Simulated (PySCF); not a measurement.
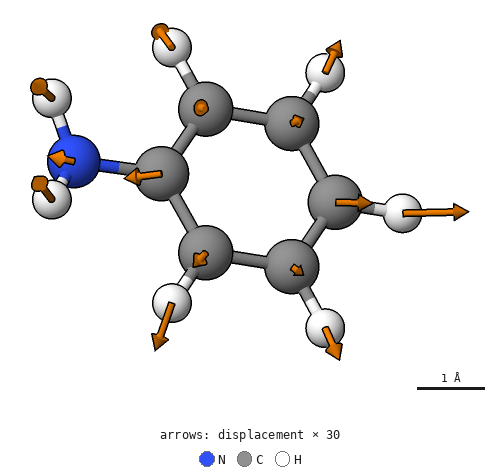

This is a relaxation of C₆H₇N. The starting structure is drawn; orange arrows show the displacements, magnified 30 times. The two geometries are superimposed by the best rigid fit.

A ball-and-stick model, seen at a tilt.

The start comes from GFN2-xTB.

The calculation used PBE0-D3(BJ)/def2-SVP geometry optimisation, gas phase in PySCF 2.14.0, density-fitted response routines. 

### What did the optimiser do to the structure, and how much energy did it gain?

An H atom moves most after the best rigid fit: 0.034 Å. Largest moves by element: H 0.034 Å, C 0.021 Å, N 0.016 Å. Among the contacts that change: C–H 1.081 → 1.094 Å, C–C 1.395 → 1.406 Å, C–C 1.381 → 1.391 Å, H–N 1.007 → 1.011 Å. The energy falls by 3.29 kJ/mol in 4 geometry steps. The largest force component goes from 0.6 to 0.014 eV/Å.
